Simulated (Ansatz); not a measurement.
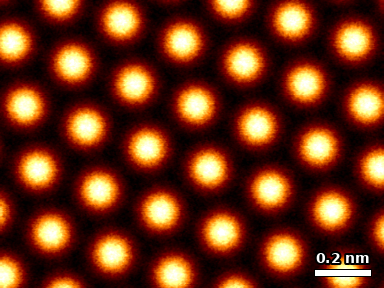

iDPC-like image of Pt (Fd-3m, No. 227) along [111]. Simulated as the projected potential of neutral atoms (B = 0.5 Å²) blurred by a 0.94 Å probe, the thin-sample limit of integrated differential phase contrast. Shot noise and a slight drift were added. Structure used: the geometry given to an electronic-structure calculation, possibly off equilibrium; the starting structure was generated, so it need not be a known form of this composition.

Q: Describe what the image shows.

A: The columns repeat on a hexagonal net with a repeat of 2.36 Å (plane group p6mm). All columns are alike (Pt). The shortest distance between visible columns is 2.36 Å in projection. Along the beam the structure repeats every 10.00 Å.
